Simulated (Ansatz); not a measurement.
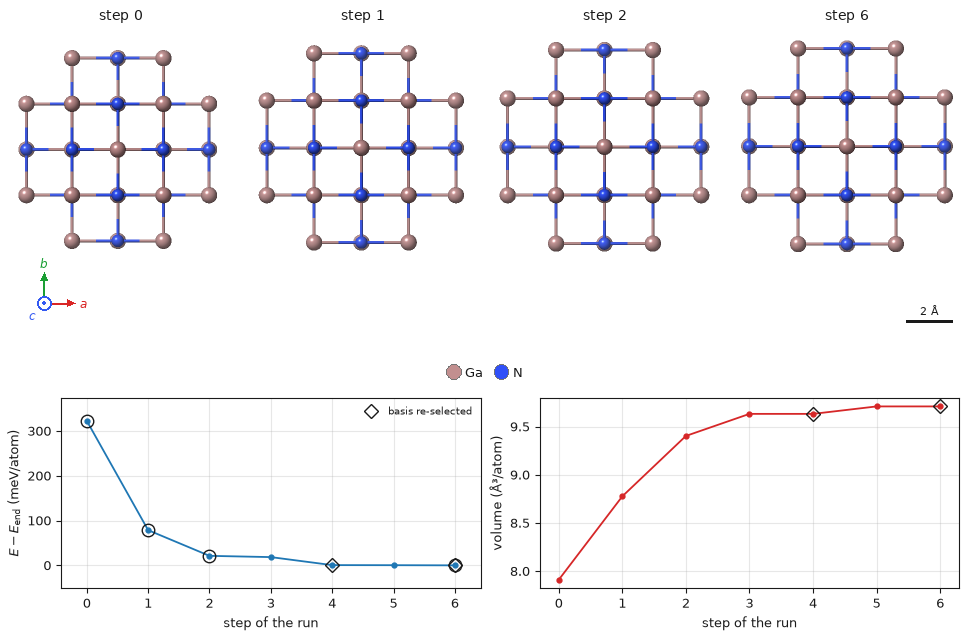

Frames of a relaxation of crystalline GaN (set up in Fm-3m) (coarse preliminary run), marked on the history of the run. The picture is a ball-and-stick view of the conventional cell (4 times the calculation's cell), seen along the c axis. Lengths and directions refer to the drawn axes.

Theory: DFT PBE, scalar-relativistic, plane waves, PAW in Ansatz. Set-up: plane-wave cutoff 420 eV; k-point mesh 8 × 8 × 8; occupations gaussian; smearing width 0.1 eV; no spin polarisation; cell and atoms relaxed; force threshold 0.04 eV/Å; at most 70 steps.

> Describe the path.

No atom moves by more than 0.005 Å relative to the cell. The volume changes by +22.7 %, with a = b = c 3.985 → 4.267 Å (+7.1 %). Some distances before and after: Ga–N 1.992 → 2.133 Å. The space group stays Fm-3m (No. 225). After 4 accepted moves (6 points after the start) the energy has fallen by 323 meV per atom. All forces vanish by symmetry, so only the cell relaxes. Pressure: 69.09 GPa at the start and 0.17 GPa at the end. The SCF was repeated twice at an unchanged geometry on a basis and grid sized afresh for the cell, which shifted the energy by 17.9 meV per atom at most. From step 0 to 1: volume +10.9 %, energy −244 meV per atom. From step 1 to 2: volume +7.1 %, energy −57.3 meV per atom. From step 2 to 6: volume +3.3 %, energy −21.2 meV per atom.

```
step  E − E(0), meV/atom  pressure, GPa  volume, Å³/atom                      note
   0                0.00          69.09            7.910                          
   1             -243.98          26.17            8.776                          
   2             -301.33           5.66            9.403                          
   3             -304.13          -0.31            9.632                          
   4             -322.01           1.89            9.632  same geometry, new basis
   5             -322.20           0.16            9.710                          
   6             -322.56           0.17            9.710  same geometry, new basis
```
